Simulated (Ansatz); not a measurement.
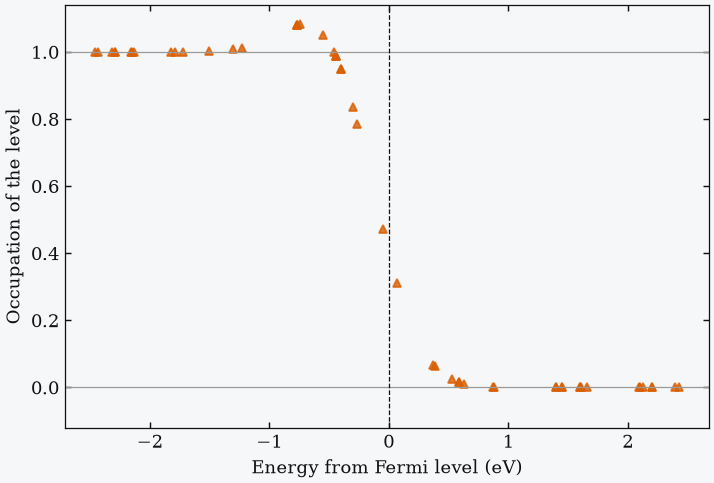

Occupations of the one-electron levels of the k mesh against their energy, from a run on GaAs, space group Pm-3m (No. 221), 2 atoms in the cell, CsCl type, with Ansatz.

Name the smearing function and its width.

Answer. cold (Marzari-Vanderbilt) smearing with a width of 0.5 eV. The occupations overshoot 1 below the Fermi level (up to 1.08) but never turn negative, and they are not symmetric about it.

Is that width safe?

Answer. It is wide: energies, forces and moments pick up smearing errors, and small gaps get partly filled, so it should be reduced or extrapolated to zero width.
